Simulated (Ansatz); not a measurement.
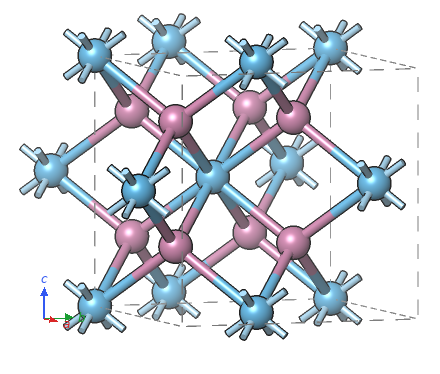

The picture shows a finite piece of the underlying net of a crystal structure, nodes on the atoms' positions. Nodes are coloured by topological kind. Edges to nodes outside the piece are drawn as stubs.

### Classify the net: periodicity, connectivity, name.

A binodal (4,8)-connected, three-periodic net. It is the flu net, known from fluorite.

### Give point symbol and coordination sequence of each kind of node.

4-connected node: 4⁶, sequence 4, 22, 24, 82, 64; 8-connected node: 4¹²·6¹²·8⁴, sequence 8, 12, 48, 42, 128.

Origin of the net. CdF2 (space group Fm-3m, No. 225). Coordinates: coordinates from a relaxation with DFT PBE, scalar-relativistic, plane waves, PAW in Ansatz. Bonds are taken as Cd–F below 2.7 Å. The graph is simplified in the usual way: terminal and isolated atoms are pruned, two-connected atoms become edges. F is a 4-connected node; Cd is an 8-connected node, in the ratio 2:1.
